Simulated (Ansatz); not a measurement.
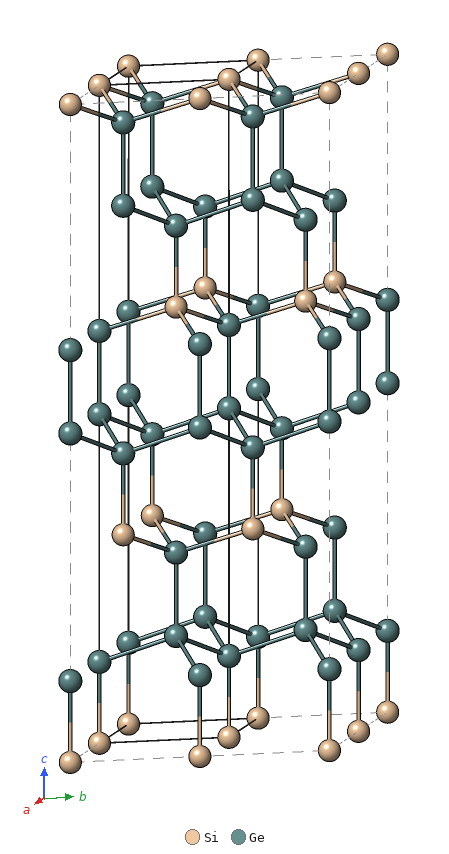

This ball-and-stick model is shown slightly off an axis. A 2×2×1 array of cells is drawn; the conventional unit cell has the solid edges.

SiGe₃, space group R3m (No. 160), a = 3.97 Å, b = 3.97 Å, c = 19.40 Å, α = 90.00°, β = 90.00°, γ = 120.00°.

Electronic-structure method: Ansatz, G0W0 on PBE, plane waves, PAW. Parameters: a 420 eV plane-wave basis, k-points about 0.46 Å⁻¹ apart, no spin polarisation.

Metal or not?

A semiconductor at this level, with a gap of 0.38 eV, direct.

The structure was taken from a structure type filled with these elements by a generator (whether the compound takes this form wasn't checked). Earlier steps of the study may have refined or changed the cell and positions. A calculation with Ansatz used it as input.
